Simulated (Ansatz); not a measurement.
SiO2: several calculations on one system

## 1. Relaxation

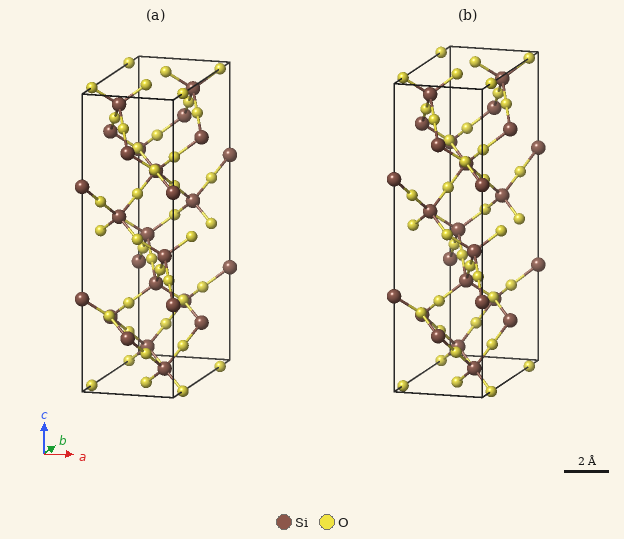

The structure of crystalline SiO2 (set up in Fddd) before (left) and after (right) a relaxation, at one scale.

Style: ball-and-stick. Shown: the conventional cell (4 times the calculation's cell), slightly off an axis. Lengths and directions refer to the drawn axes.

Case: relaxed at 30 GPa.

All numbers below come from DFT PBE, scalar-relativistic, plane waves, PAW (Ansatz).

Input
```yaml
crystal:
  lattice:
    - [0.0, 4.4307454111, 7.0763584354]
    - [2.2184662796, 0.0, 7.0763584354]
    - [2.2184662796, 4.4307454111, 0.0]
  atoms:
    - { symbol: Si, position: [0.5613490632, 0.5613490632, 0.9386509368] }
    - { symbol: Si, position: [0.3113490632, 0.3113490632, 0.6886509368] }
    - { symbol: Si, position: [0.6886509368, 0.6886509368, 0.3113490632] }
    - { symbol: Si, position: [0.9386509368, 0.9386509368, 0.5613490632] }
    - { symbol: O, position: [0.625, 0.125, 0.625] }
    - { symbol: O, position: [0.625, 0.625, 0.125] }
    - { symbol: O, position: [0.625, 0.625, 0.625] }
    - { symbol: O, position: [0.125, 0.625, 0.625] }
    - { symbol: O, position: [0.1726202285, 0.8273797715, 0.1726202285] }
    - { symbol: O, position: [0.8273797715, 0.1726202285, 0.8273797715] }
    - { symbol: O, position: [0.4226202285, 0.0773797715, 0.4226202285] }
    - { symbol: O, position: [0.0773797715, 0.4226202285, 0.0773797715] }
basis:
  ecutwfc: 420
kpoints:
  mp_grid: { grid: [6, 6, 6] }
hamiltonian:
  xc: pbe
scf:
  occupations: { method: gaussian, width: 0.02 }
output:
  forces: true
  stress: true
  eigenvalues: true
relax:
  adjacent_minimum: "off"
  f_tol: 0.008
  max_steps: 50
  cell: { stress_tol: 0.08, p_target: 30.0 }
```

Run as
```bash
ansatz run input.yaml --threads 2 --pin off --max-ram 5120MiB --backend cpu --events-out ev --progress --plain --runs-dir out
```

Describe what moved and what it gained.

Answer. The largest moves relative to the cell, 0.10 Å, are those of O9, O10, O11 and O12. O9 goes along −b. Largest moves by element: O 0.10 Å, Si 0.02 Å. The volume changes by −1.1 %, with a 4.437 → 4.295 Å (−3.2 %), b 8.861 → 8.749 Å (−1.3 %), c 14.153 → 14.648 Å (+3.5 %). Among the contacts that change: Si1–O10 1.567 → 1.593 Å, Si1–O6 1.532 → 1.545 Å. Among the angles between lasting bonds that change: Si2–O11–Si3 128.1° → 121.4°, O6–Si3–O12 112.7° → 116.9°, O6–Si3–O7 108.0° → 104.1°. The space group stays Fddd (No. 70). After 9 accepted moves (12 points after the start) the energy has fallen by 0.3 meV per atom. With the target pressure of 30 GPa, the enthalpy E + pV changes by −23.9 meV per atom. Largest force component: 1.4 eV/Å at the start, 0.00021 eV/Å at the end. The pressure goes from 36.70 to 30.00 GPa. At 3 points the geometry stayed and the basis and grid were re-selected for the new cell (energy shift of less than 0.05 meV per atom at most each time). Cost: 2.5 min on 2 threads of Arm Neoverse V1, with other jobs on the host, peak memory 0.58 GiB.

## 2. Relaxation

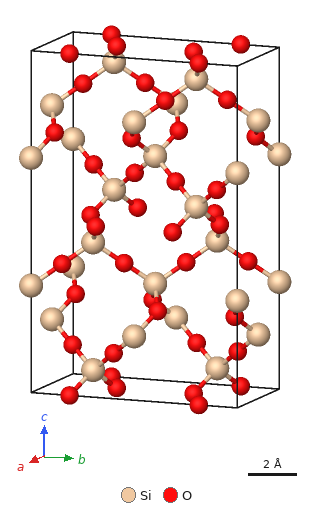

Starting structure of solid SiO$_{2}$ (set up in Fddd). The picture is a ball-and-stick view of the conventional cell (4 times the calculation's cell), seen slightly off an axis. Lengths and directions refer to the drawn axes.

Method: DFT PBE, scalar-relativistic, plane waves, PAW in Ansatz.

Input
```yaml
crystal:
  lattice:
    - [0.0, 4.71625711, 7.3627753715]
    - [2.3595806657, 0.0, 7.3627753715]
    - [2.3595806657, 4.71625711, 0.0]
  atoms:
    - { symbol: Si, position: [0.56323108, 0.56323108, 0.93676892] }
    - { symbol: Si, position: [0.31323108, 0.31323108, 0.68676892] }
    - { symbol: Si, position: [0.68676892, 0.68676892, 0.31323108] }
    - { symbol: Si, position: [0.93676892, 0.93676892, 0.56323108] }
    - { symbol: O, position: [0.625, 0.125, 0.625] }
    - { symbol: O, position: [0.625, 0.625, 0.125] }
    - { symbol: O, position: [0.625, 0.625, 0.625] }
    - { symbol: O, position: [0.125, 0.625, 0.625] }
    - { symbol: O, position: [0.1865604, 0.8134396, 0.1865604] }
    - { symbol: O, position: [0.8134396, 0.1865604, 0.8134396] }
    - { symbol: O, position: [0.4365604, 0.0634396, 0.4365604] }
    - { symbol: O, position: [0.0634396, 0.4365604, 0.0634396] }
basis:
  ecutwfc: 420
kpoints:
  mp_grid: { grid: [6, 6, 6] }
hamiltonian:
  xc: pbe
scf:
  occupations: { method: gaussian, width: 0.02 }
output:
  forces: true
  stress: true
  eigenvalues: true
  write_density: true
  write_potential: true
  elf: true
  volumetric_format: npy
relax:
  adjacent_minimum: "off"
  f_tol: 0.005
  max_steps: 80
  cell: { stress_tol: 0.05 }
```

Launched with:
```bash
ansatz run input.yaml --threads 4 --pin off --max-ram 12288MiB --backend cpu --events-out ev --progress --plain --runs-dir out
```

What does the optimiser find from here?

Over 5 accepted moves (7 points after the start) the energy falls by 5.8 meV per atom. The largest force component goes from 0.37 to 0.00017 eV/Å. Pressure: 4.99 GPa at the start and 0.01 GPa at the end. At 2 points the geometry stayed and the basis and grid were re-selected for the new cell (energy shift of 1.4 meV per atom at most each time). The atoms keep their places relative to the cell (all moves are under 0.005 Å). The drawn cell changes as follows: a 4.719 → 4.759 Å (+0.8 %), b 9.433 → 9.522 Å (+0.9 %), c 14.726 → 14.855 Å (+0.9 %); the volume changes by +2.7 %. Among the contacts that change: Si1–O6 1.602 → 1.617 Å, Si1–O10 1.618 → 1.632 Å. The space group stays Fddd (No. 70). Cost: 50 s on 4 threads of Arm Neoverse V1, with other jobs on the host, peak memory 0.7 GiB.

Step by step:

```json
{"step": "0", "E − E(0), meV/atom": "0.00", "largest force component, eV/Å": "0.3661", "pressure, GPa": "4.99", "volume, Å³/atom": "13.656", "note": ""}
{"step": "1", "E − E(0), meV/atom": "-3.45", "largest force component, eV/Å": "0.2128", "pressure, GPa": "2.54", "volume, Å³/atom": "13.834", "note": ""}
{"step": "2", "E − E(0), meV/atom": "-4.33", "largest force component, eV/Å": "0.0468", "pressure, GPa": "0.09", "volume, Å³/atom": "14.016", "note": ""}
{"step": "3", "E − E(0), meV/atom": "-4.42", "largest force component, eV/Å": "0.0523", "pressure, GPa": "0.01", "volume, Å³/atom": "14.000", "note": ""}
{"step": "4", "E − E(0), meV/atom": "-4.41", "largest force component, eV/Å": "0.0001", "pressure, GPa": "0.00", "volume, Å³/atom": "14.004", "note": ""}
{"step": "5", "E − E(0), meV/atom": "-5.81", "largest force component, eV/Å": "0.0001", "pressure, GPa": "0.18", "volume, Å³/atom": "14.004", "note": "same geometry, new basis"}
{"step": "6", "E − E(0), meV/atom": "-5.76", "largest force component, eV/Å": "0.0002", "pressure, GPa": "0.01", "volume, Å³/atom": "14.023", "note": ""}
{"step": "7", "E − E(0), meV/atom": "-5.83", "largest force component, eV/Å": "0.0002", "pressure, GPa": "0.01", "volume, Å³/atom": "14.023", "note": "same geometry, new basis"}
```

The end point in the same view:

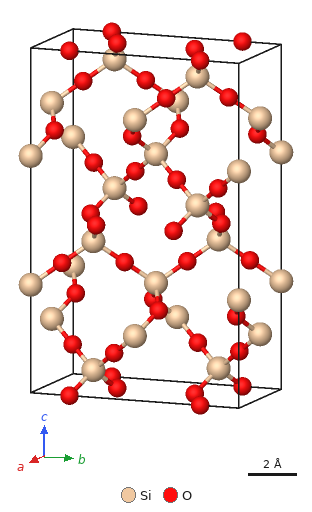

## 3. Series

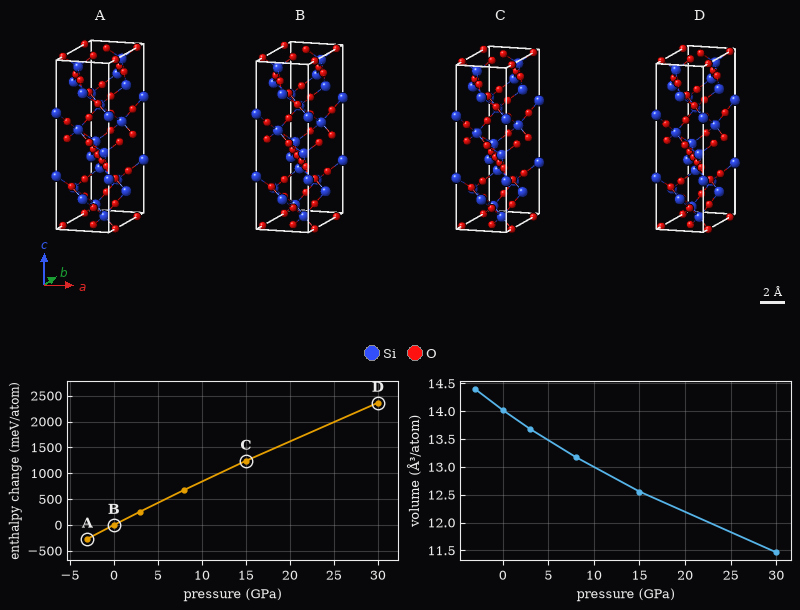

Members of a series of calculations on solid SiO₂ (set up in Fddd), marked on the first curve. Style: ball-and-stick. Shown: the conventional cell (4 times the calculation's cell), slightly off an axis. Lengths and directions refer to the drawn axes.

Level of theory: DFT PBE, scalar-relativistic, plane waves, PAW in Ansatz 0.2.0. Settings: plane-wave cutoff 420 eV; k-point mesh 6 × 6 × 6; occupations gaussian; smearing width 0.02 eV; no spin polarisation.

### Describe the series.

The structure is relaxed at several pressures. A (pressure −3.0 GPa): enthalpy change −266 meV/atom, volume 14.40 Å³ per atom. B (pressure 0.0 GPa): enthalpy change 0.0 meV/atom, volume 14.02 Å³ per atom. C (pressure 15.0 GPa): enthalpy change 1240 meV/atom, volume 12.56 Å³ per atom. D (pressure 30.0 GPa): enthalpy change 2363 meV/atom, volume 11.47 Å³ per atom. The rest compares A with D. Cell: a 4.804 → 4.295 Å (−10.6 %), b 9.617 → 8.749 Å (−9.0 %), c 14.959 → 14.648 Å (−2.1 %). Volume −20.4 %. Near-neighbour distances before and after: O–Si 1.634 → 1.545 to 1.593 Å.
